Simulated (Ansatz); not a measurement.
Geometry relaxation of Si (part 2 of 2)

Continued. System: Si (3 atoms in the cell). Method: DFT PBE, scalar-relativistic, plane waves, PAW, no spin polarisation (Ansatz 0.2.0); cutoff 420 eV, 6×6×8 k-mesh, Gaussian smearing of 0.1 eV. The structure was made by swapping elements on the sites of another compound; it need not be a known phase. It belongs to a series of runs on one base structure; here: Ti -> Si on all its sites, cell and atoms relaxed.

Geometry of the input (Å; fractional positions):
```
3.5803  0.0000  0.0000
-1.7901  3.1006  0.0000
0.0000  0.0000  2.2142
Si 0.0000  0.0000  0.0000
Si 0.3333  0.6667  0.5000
Si 0.6667  0.3333  0.5000
```

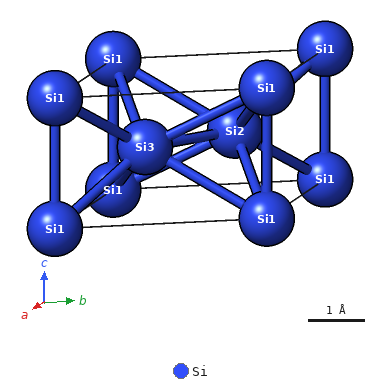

Fig. 1: The geometry at step 3 of the log (ball-and-stick view of the cell of the calculation, seen slightly off an axis; atoms are numbered from 1 in the order of the input).

## Output, continued
```
SCF iter   1: F=—  HF=-1905.885779 eV  |F-HF|=—  |Δ(HF+E_count)|=         —  Δρ=3.02e-3  dr2=4.78e-3  ethr=3.92e-5  ⟨swp⟩=1.0  Hψ=2831  notcnv=0
preconditioner: auto → none  [metal: Δε(μ)=0.079 eV  Ē_g=8.798 eV  σ=0.100 eV  W_gap=0.40  n_scr=6 (ndim 8)  ℏωp=19.3 eV  f_vac=0.000  D(μ)=1.86/eV (n_scr^D=8)]
SCF iter   2: F=—  HF=-1905.883890 eV  |F-HF|=—  |Δ(HF+E_count)|=   1.89e-3  Δρ=1.24e-3  dr2=7.73e-4  ethr=3.92e-5  ⟨swp⟩=2.3  Hψ=534  notcnv=0
SCF iter   3: F=—  HF=-1905.883574 eV  |F-HF|=—  |Δ(HF+E_count)|=   3.17e-4  Δρ=5.07e-4  dr2=1.66e-4  ethr=6.44e-6  ⟨swp⟩=2.4  Hψ=558  notcnv=0
SCF iter   4: F=—  HF=-1905.883968 eV  |F-HF|=—  |Δ(HF+E_count)|=   3.94e-4  Δρ=6.92e-5  dr2=1.31e-6  ethr=1.39e-6  ⟨swp⟩=2.4  Hψ=553  notcnv=0
SCF iter   5: F=-1905.883968 eV  HF=-1905.883968 eV  |F-HF|=1.55e-8  |Δ(HF+E_count)|=   1.05e-7  Δρ=1.02e-5  dr2=2.02e-8  ethr=2.50e-9  ⟨swp⟩=5.3  Hψ=1903  notcnv=0
SCF 6 converged in 5 iterations: F = -1905.883968 eV  dr2 = 2.02e-8
  greatest PAW one-centre occupation: 0.700 electrons in one spin orbital (limit 2), on the Si atom at site 0 (counted from 0), in its partial waves of l = 0
relax step   6: F+E_penalty+E_count = -1905.88396799 eV  Δ(F+E_penalty+E_count) = -8.459e-2 eV  max|allowed force component| = 3.084e-17 eV/Å  Δτ_max = 0.0000 Å  P = -0.637 GPa  Ω = 44.289 Å³  energy of the carried Pulay correction = -7.137e-3 eV  (5 SCF iters, dr2 threshold 3.00e-7 eV, accepted)
Crystal: 3 atoms, lattice volume = 44.149 Å³
Basis set: ecut = 420 eV, 879 PW (Γ), exchange–correlation on 48×48×30 points (8 copies of the dense FFT grid, shifted against one another)
iter 1 solved again at ethr=5.48e-6 eV; its pass at ethr=3.10e-3 eV (dr2=6.58e-4 eV) is discarded
SCF iter   1: F=—  HF=-1905.888105 eV  |F-HF|=—  |Δ(HF+E_count)|=         —  Δρ=1.23e-3  dr2=7.80e-4  ethr=5.48e-6  ⟨swp⟩=2.6  Hψ=2679  notcnv=0
preconditioner: auto → none  [metal: Δε(μ)=0.043 eV  Ē_g=8.825 eV  σ=0.100 eV  W_gap=0.24  n_scr=6 (ndim 8)  ℏωp=19.4 eV  f_vac=0.000  D(μ)=1.54/eV (n_scr^D=8)]
SCF iter   2: F=—  HF=-1905.887842 eV  |F-HF|=—  |Δ(HF+E_count)|=   2.63e-4  Δρ=4.33e-4  dr2=9.37e-5  ethr=5.48e-6  ⟨swp⟩=2.1  Hψ=530  notcnv=0
SCF iter   3: F=—  HF=-1905.888252 eV  |F-HF|=—  |Δ(HF+E_count)|=   4.10e-4  Δρ=1.34e-4  dr2=2.30e-5  ethr=7.81e-7  ⟨swp⟩=2.6  Hψ=549  notcnv=0
SCF iter   4: F=-1905.888245 eV  HF=-1905.888245 eV  |F-HF|=2.30e-8  |Δ(HF+E_count)|=   6.91e-6  Δρ=2.15e-5  dr2=1.19e-7  ethr=2.50e-9  ⟨swp⟩=4.2  Hψ=2125  notcnv=0
SCF 7 converged in 4 iterations: F = -1905.888245 eV  dr2 = 1.19e-7
relax step   7: F+E_penalty+E_count = -1905.88824543 eV  Δ(F+E_penalty+E_count) = -4.277e-3 eV  max|allowed force component| = 2.313e-17 eV/Å  Δτ_max = 0.0000 Å  P = -0.383 GPa  Ω = 44.149 Å³  energy of the carried Pulay correction = -7.116e-3 eV  (4 SCF iters, dr2 threshold 3.00e-7 eV, accepted)
Crystal: 3 atoms, lattice volume = 43.972 Å³
iter 1 solved again at ethr=2.04e-7 eV; its pass at ethr=3.10e-3 eV (dr2=2.44e-5 eV) is discarded
SCF iter   1: F=—  HF=-1905.888203 eV  |F-HF|=—  |Δ(HF+E_count)|=         —  Δρ=2.10e-4  dr2=2.72e-5  ethr=2.04e-7  ⟨swp⟩=2.3  Hψ=2587  notcnv=0
preconditioner: auto → none  [metal: Δε(μ)=0.050 eV  Ē_g=8.849 eV  σ=0.100 eV  W_gap=0.27  n_scr=6 (ndim 8)  ℏωp=19.4 eV  f_vac=0.000  D(μ)=1.55/eV (n_scr^D=8)]
SCF iter   2: F=—  HF=-1905.888633 eV  |F-HF|=—  |Δ(HF+E_count)|=   4.29e-4  Δρ=7.46e-5  dr2=3.31e-6  ethr=2.04e-7  ⟨swp⟩=2.5  Hψ=542  notcnv=0
SCF iter   3: F=—  HF=-1905.888631 eV  |F-HF|=—  |Δ(HF+E_count)|=   1.17e-6  Δρ=3.06e-5  dr2=5.42e-7  ethr=2.76e-8  ⟨swp⟩=2.3  Hψ=530  notcnv=0
SCF iter   4: F=-1905.888631 eV  HF=-1905.888631 eV  |F-HF|=4.81e-9  |Δ(HF+E_count)|=   2.13e-7  Δρ=5.64e-6  dr2=9.60e-9  ethr=2.50e-9  ⟨swp⟩=4.5  Hψ=1463  notcnv=0
SCF 8 converged in 4 iterations: F = -1905.888631 eV  dr2 = 9.60e-9
  greatest PAW one-centre occupation: 0.699 electrons in one spin orbital (limit 2), on the Si atom at site 0 (counted from 0), in its partial waves of l = 0
relax step   8: F+E_penalty+E_count = -1905.88863123 eV  Δ(F+E_penalty+E_count) = -3.858e-4 eV  max|allowed force component| = 7.556e-17 eV/Å  Δτ_max = 0.0000 Å  P = +0.006 GPa  Ω = 43.972 Å³  energy of the carried Pulay correction = -7.068e-3 eV  (4 SCF iters, dr2 threshold 3.00e-7 eV, accepted)
Basis set: ecut = 420 eV, 879 PW (Γ), exchange–correlation on 60×60×36 points (8 copies of the dense FFT grid, shifted against one another)
Initial wavefunctions: pseudopotential atomic-orbital guess (no wavefunctions were taken with the density)
iter 1 solved again at ethr=4.71e-7 eV; its pass at ethr=3.10e-3 eV (dr2=5.66e-5 eV) is discarded
SCF iter   1: F=—  HF=-1905.953854 eV  |F-HF|=—  |Δ(HF+E_count)|=         —  Δρ=1.01e-3  dr2=5.18e-5  ethr=4.71e-7  ⟨swp⟩=2.6  Hψ=3340  notcnv=0
preconditioner: auto → none  [metal: Δε(μ)=0.050 eV  Ē_g=8.843 eV  σ=0.100 eV  W_gap=0.28  n_scr=6 (ndim 8)  ℏωp=19.4 eV  f_vac=0.000  D(μ)=1.55/eV (n_scr^D=8)]
SCF iter   2: F=—  HF=-1905.954096 eV  |F-HF|=—  |Δ(HF+E_count)|=   2.42e-4  Δρ=5.16e-4  dr2=1.33e-5  ethr=4.32e-7  ⟨swp⟩=2.0  Hψ=567  notcnv=0
SCF iter   3: F=—  HF=-1905.954193 eV  |F-HF|=—  |Δ(HF+E_count)|=   9.70e-5  Δρ=7.08e-5  dr2=5.40e-6  ethr=1.11e-7  ⟨swp⟩=2.0  Hψ=567  notcnv=0
SCF iter   4: F=—  HF=-1905.954193 eV  |F-HF|=—  |Δ(HF+E_count)|=   4.65e-7  Δρ=7.38e-6  dr2=7.51e-9  ethr=4.50e-8  ⟨swp⟩=2.4  Hψ=527  notcnv=0
SCF iter   5: F=—  HF=-1905.954192 eV  |F-HF|=—  |Δ(HF+E_count)|=   1.29e-6  Δρ=1.05e-6  dr2=1.26e-10  ethr=2.50e-11  ⟨swp⟩=4.6  Hψ=1363  notcnv=0
SCF iter   6: F=-1905.954192 eV  HF=-1905.954192 eV  |F-HF|=2.27e-13  |Δ(HF+E_count)|=  1.17e-10  Δρ=1.03e-7  dr2=2.38e-12  ethr=1.05e-12  ⟨swp⟩=1.0  Hψ=1063  notcnv=0
SCF 9 converged in 6 iterations: F = -1905.954192 eV  dr2 = 2.38e-12
relax step   9: F+E_penalty+E_count = -1905.95419199 eV  Δ(F+E_penalty+E_count) = -6.556e-2 eV  max|allowed force component| = 6.322e-17 eV/Å  Δτ_max = 0.0000 Å  P = +0.867 GPa  Ω = 43.972 Å³  stress off target by 9.37e-1 GPa  SCF on the basis re-selected at this cell (its energy is not comparable with the rows above)  (6 SCF iters)
basis re-selected at this cell: Δ(F+E_penalty+E_count) = -6.556e-2 eV, ΔP = +0.861 GPa vs the last step (what re-selecting the basis moved, of the pressure what is left beyond the Pulay correction that the steps carried, after the strain that the cell walked since its last selection, with what the two solves' SCF thresholds leave and, on support functions, any second-order correction that the steps lacked; it is no measure of the basis error at this ecutwfc). The dense FFT grid was sized anew with the basis: this SCF ran on 30×30×18 points, the steps before it on 24×24×15, so part of this shift can come from that change (see relax.cell in the input reference). This SCF's stress stands 9.37e-1 GPa from its target on what of the cell is left free (relax.cell.stress_tol is 5.00e-1 GPa) and its largest allowed force component is 6.32e-17 eV/Å (relax.f_tol is 5.00e-2 eV/Å): not within both, so this SCF does not close the relaxation
Crystal: 3 atoms, lattice volume = 44.390 Å³
iter 1 solved again at ethr=3.09e-7 eV; its pass at ethr=3.10e-3 eV (dr2=3.71e-5 eV) is discarded
SCF iter   1: F=—  HF=-1905.955228 eV  |F-HF|=—  |Δ(HF+E_count)|=         —  Δρ=2.68e-4  dr2=3.81e-5  ethr=3.09e-7  ⟨swp⟩=2.3  Hψ=2656  notcnv=0
preconditioner: auto → none  [metal: Δε(μ)=0.035 eV  Ē_g=8.786 eV  σ=0.100 eV  W_gap=0.19  n_scr=6 (ndim 8)  ℏωp=19.3 eV  f_vac=0.000  D(μ)=1.61/eV (n_scr^D=8)]
SCF iter   2: F=—  HF=-1905.955201 eV  |F-HF|=—  |Δ(HF+E_count)|=   2.71e-5  Δρ=1.14e-4  dr2=6.79e-6  ethr=3.09e-7  ⟨swp⟩=2.4  Hψ=528  notcnv=0
SCF iter   3: F=—  HF=-1905.955198 eV  |F-HF|=—  |Δ(HF+E_count)|=   3.04e-6  Δρ=5.29e-5  dr2=1.39e-6  ethr=5.66e-8  ⟨swp⟩=2.3  Hψ=538  notcnv=0
SCF iter   4: F=-1905.955197 eV  HF=-1905.955197 eV  |F-HF|=4.47e-10  |Δ(HF+E_count)|=   6.95e-7  Δρ=5.45e-6  dr2=7.47e-9  ethr=2.50e-9  ⟨swp⟩=5.2  Hψ=1892  notcnv=0
SCF 10 converged in 4 iterations: F = -1905.955197 eV  dr2 = 7.47e-9
relax step  10: F+E_penalty+E_count = -1905.95519741 eV  Δ(F+E_penalty+E_count) = -1.005e-3 eV  max|allowed force component| = 3.238e-17 eV/Å  Δτ_max = 0.0000 Å  P = -0.033 GPa  Ω = 44.390 Å³  energy of the carried Pulay correction = -7.572e-5 eV  (4 SCF iters, dr2 threshold 3.00e-7 eV, accepted)
iter 1 solved again at ethr=8.48e-9 eV; its pass at ethr=3.10e-3 eV (dr2=1.02e-6 eV) is discarded
SCF iter   1: F=—  HF=-1905.955299 eV  |F-HF|=—  |Δ(HF+E_count)|=         —  Δρ=9.83e-6  dr2=9.74e-9  ethr=8.48e-9  ⟨swp⟩=3.0  Hψ=3567  notcnv=0
preconditioner: auto → none  [metal: Δε(μ)=0.034 eV  Ē_g=8.787 eV  σ=0.100 eV  W_gap=0.19  n_scr=6 (ndim 8)  ℏωp=19.3 eV  f_vac=0.000  D(μ)=1.61/eV (n_scr^D=8)]
SCF iter   2: F=-1905.955288 eV  HF=-1905.955288 eV  |F-HF|=1.12e-8  |Δ(HF+E_count)|=   1.12e-5  Δρ=4.98e-6  dr2=2.12e-9  ethr=2.50e-11  ⟨swp⟩=3.8  Hψ=1875  notcnv=0
SCF 11 converged in 2 iterations: F = -1905.955288 eV  dr2 = 2.12e-9
relax step  11: F+E_penalty+E_count = -1905.95528821 eV  Δ(F+E_penalty+E_count) = -9.080e-5 eV  max|allowed force component| = 4.780e-17 eV/Å  Δτ_max = 0.0000 Å  P = -0.032 GPa  Ω = 44.390 Å³  stress off target by 1.36e-1 GPa  SCF on the basis re-selected at this cell (its energy is not comparable with the rows above)  (2 SCF iters)
basis re-selected at this cell: Δ(F+E_penalty+E_count) = -9.080e-5 eV, ΔP = +0.001 GPa vs the last step (what re-selecting the basis moved, of the pressure what is left beyond the Pulay correction that the steps carried, after the strain that the cell walked since its last selection, with what the two solves' SCF thresholds leave and, on support functions, any second-order correction that the steps lacked; it is no measure of the basis error at this ecutwfc). This SCF's stress stands 1.36e-1 GPa from its target on what of the cell is left free (relax.cell.stress_tol is 5.00e-1 GPa) and its largest allowed force component is 4.78e-17 eV/Å (relax.f_tol is 5.00e-2 eV/Å): within both
SCF converged after 2 iterations
Free energy (F): -1905.955288 eV
Harris-Foulkes:  -1905.955288 eV  (|F-HF|=1.12e-8)
Internal energy: -1905.947219 eV  (E = F + TS)
E sigma→0 (E₀):  -1905.951253 eV
Entropy (-TS):   -0.008070 eV (-2.690 meV/atom)
Fermi energy:    10.239751 eV
--- Per-component energies (eV) ---
  E_band       = 57.087128
  E_kinetic    = 122.003320
  E_local      = 4.110148  (includes V_loc(G=0)·N_el)
  E_nonlocal   = 76.398982
  E_hartree    = 1.630716
  E_xc         = -167.739688
  E_vxc        = -143.053414  (∫ρ·V_xc dr)
  E_paw        = -1536.389806  (= ΣΔE_a)
  E_vpaw       = -5.633373  (= ΣTr[D̂ρ^β])
  E_aug_tail   = 0.000020  (compensation charges beyond the density's cutoff)
  E_ewald      = -405.960912
  E_smearing   = -0.008070  (= −TS)
  E_closure    = 0.000000  (closes the sum)
  Σ components = -1905.955288   (vs F -1905.955288, Δ=0.00e0)
--- Forces (eV/Å), atoms counted from 1 ---
  atom   1  Si    -0.00000000     0.00000000     0.00000000
  atom   2  Si    -0.00000000    -0.00000000     0.00000000
  atom   3  Si     0.00000000     0.00000000     0.00000000
  max |Σ_I F_I| component: 9.25e-18 eV/Å
--- Stress (GPa, compression-positive) ---
        0.020433       0.000000       0.000000
        0.000000       0.020433       0.000000
        0.000000       0.000000      -0.136220
  P = ⅓ Tr σ = -0.0318 GPa (-0.318 kbar)
--- Band table (eV; the first three rows and the last of 35) ---
  k-point 0: bands = ["-3.8364", "5.2354", "5.4520", "6.0342", "6.0342", "6.1528", "6.1528", "15.5587", "17.2157", "21.2377"]
  k-point 1: bands = ["-3.5071", "5.5528", "5.7718", "6.3309", "6.3309", "6.4676", "6.4676", "11.7907", "19.0587", "19.7942"]
  k-point 2: bands = ["-2.5242", "6.4813", "6.7195", "7.2025", "7.2025", "7.4113", "7.4113", "7.8174", "15.8402", "16.3996"]
  k-point 34: bands = ["4.0553", "4.0553", "4.2434", "4.8502", "5.1809", "5.1809", "11.9243", "13.6087", "13.6087", "14.2779"]
--- Relaxed structure (9 steps of the walk, 9 accepted, 2 SCFs on fresh bases) ---
  F+E_penalty+E_count = -1905.95528821 eV   max|allowed force component| = 4.780e-17 eV/Å   (the final SCF, on the basis selected at the relaxed cell)
  cell:  # Å, volume = 44.3898 Å³
    - [4.423457755485752, 1.0276683149789151e-33, 0.0]
    - [-2.211728877742876, 3.8308267888179555, 0.0]
    - [0.0, 0.0, 2.6195651726285534]
  atoms:
    - { symbol: Si, position: [-1.5701263924324952e-34, 1.498949221339875e-35, 0.0] }
    - { symbol: Si, position: [0.3333333333333333, 0.6666666666666666, 0.5] }
    - { symbol: Si, position: [0.6666666666666666, 0.3333333333333333, 0.5] }
```

## Trajectory as extended XYZ (Å, eV, eV/Å), 11 frames, from step=1 to step=11
```
3
Lattice="3.5803 0.0000 0.0000 -1.7901 3.1006 0.0000 0.0000 0.0000 2.2142" Properties=species:S:1:pos:R:3:forces:R:3 step=1 energy=-1898.94716 pressure_GPa=190.02
Si    0.0000    0.0000    0.0000    0.0000   0.0000   0.0000
Si    0.0000    2.0671    1.1071    0.0000   0.0000   0.0000
Si    1.7901    1.0335    1.1071    0.0000   0.0000   0.0000
3
Lattice="3.7556 0.0000 0.0000 -1.8778 3.2525 0.0000 0.0000 0.0000 2.2890" Properties=species:S:1:pos:R:3:forces:R:3 step=2 energy=-1902.11875 pressure_GPa=112.64
Si    0.0000    0.0000    0.0000    0.0000   0.0000   0.0000
Si    0.0000    2.1683    1.1445    0.0000   0.0000   0.0000
Si    1.8778    1.0842    1.1445    0.0000   0.0000   0.0000
3
Lattice="3.9298 0.0000 0.0000 -1.9649 3.4033 0.0000 0.0000 0.0000 2.3854" Properties=species:S:1:pos:R:3:forces:R:3 step=3 energy=-1904.19181 pressure_GPa=60.15
Si    0.0000    0.0000    0.0000    0.0000   0.0000   0.0000
Si    0.0000    2.2689    1.1927    0.0000   0.0000   0.0000
Si    1.9649    1.1344    1.1927    0.0000   0.0000   0.0000
3
Lattice="4.1044 0.0000 0.0000 -2.0522 3.5545 0.0000 0.0000 0.0000 2.4815" Properties=species:S:1:pos:R:3:forces:R:3 step=4 energy=-1905.32350 pressure_GPa=27.28
Si    0.0000    0.0000    0.0000    0.0000   0.0000   0.0000
Si    0.0000    2.3696    1.2408    0.0000   0.0000   0.0000
Si    2.0522    1.1848    1.2408    0.0000   0.0000   0.0000
3
Lattice="4.2696 0.0000 0.0000 -2.1348 3.6976 0.0000 0.0000 0.0000 2.5814" Properties=species:S:1:pos:R:3:forces:R:3 step=5 energy=-1905.79938 pressure_GPa=8.08
Si    0.0000    0.0000    0.0000    0.0000   0.0000   0.0000
Si    0.0000    2.4651    1.2907    0.0000   0.0000   0.0000
Si    2.1348    1.2325    1.2907    0.0000   0.0000   0.0000
3
Lattice="4.4043 0.0000 0.0000 -2.2022 3.8143 0.0000 0.0000 0.0000 2.6363" Properties=species:S:1:pos:R:3:forces:R:3 step=6 energy=-1905.88397 pressure_GPa=-0.64
Si    0.0000    0.0000    0.0000    0.0000   0.0000   0.0000
Si    0.0000    2.5429    1.3182    0.0000   0.0000   0.0000
Si    2.2022    1.2714    1.3182    0.0000   0.0000   0.0000
3
Lattice="4.4181 0.0000 0.0000 -2.2090 3.8262 0.0000 0.0000 0.0000 2.6117" Properties=species:S:1:pos:R:3:forces:R:3 step=7 energy=-1905.88825 pressure_GPa=-0.38
Si    0.0000    0.0000    0.0000    0.0000   0.0000   0.0000
Si    0.0000    2.5508    1.3058    0.0000   0.0000   0.0000
Si    2.2090    1.2754    1.3058    0.0000   0.0000   0.0000
3
Lattice="4.4094 0.0000 0.0000 -2.2047 3.8186 0.0000 0.0000 0.0000 2.6115" Properties=species:S:1:pos:R:3:forces:R:3 step=8 energy=-1905.88863 pressure_GPa=0.01
Si    0.0000    0.0000    0.0000    0.0000   0.0000   0.0000
Si    0.0000    2.5458    1.3058    0.0000   0.0000   0.0000
Si    2.2047    1.2729    1.3058    0.0000   0.0000   0.0000
3
Lattice="4.4094 0.0000 0.0000 -2.2047 3.8186 0.0000 0.0000 0.0000 2.6115" Properties=species:S:1:pos:R:3:forces:R:3 step=9 energy=-1905.95419 pressure_GPa=0.87
Si    0.0000    0.0000    0.0000    0.0000   0.0000   0.0000
Si    0.0000    2.5458    1.3058    0.0000   0.0000   0.0000
Si    2.2047    1.2729    1.3058    0.0000   0.0000   0.0000
3
Lattice="4.4235 0.0000 0.0000 -2.2117 3.8308 0.0000 0.0000 0.0000 2.6196" Properties=species:S:1:pos:R:3:forces:R:3 step=10 energy=-1905.95520 pressure_GPa=-0.03
Si    0.0000    0.0000    0.0000    0.0000   0.0000   0.0000
Si    0.0000    2.5539    1.3098    0.0000   0.0000   0.0000
Si    2.2117    1.2769    1.3098    0.0000   0.0000   0.0000
3
Lattice="4.4235 0.0000 0.0000 -2.2117 3.8308 0.0000 0.0000 0.0000 2.6196" Properties=species:S:1:pos:R:3:forces:R:3 step=11 energy=-1905.95529 pressure_GPa=-0.03
Si    0.0000    0.0000    0.0000    0.0000   0.0000   0.0000
Si    0.0000    2.5539    1.3098    0.0000   0.0000   0.0000
Si    2.2117    1.2769    1.3098    0.0000   0.0000   0.0000
```

## Summary

| quantity | value |
| --- | --- |
| outcome | converged |
| space group (tolerance 0.01 Å) | P6/mmm (191) |
| electrons treated | 12 |
| free energy | −1905.9553 eV |
| Fermi energy | 10.240 eV |
| gap on the k-point mesh | none (metallic) |
| pressure | −0.03 GPa |
| final volume | 44.39 Å³ |
| largest force (length of the vector) at the end | under 0.001 eV/Å |
| final cell | a = 4.423 Å, b = 4.423 Å, c = 2.620 Å, α = 90.00°, β = 90.00°, γ = 120.00° |
| hardware | 1 thread of Intel Xeon (Granite Rapids), 128 GiB of memory available, shared host |
| wall time | 5 s |
| peak memory | 0.33 GiB |
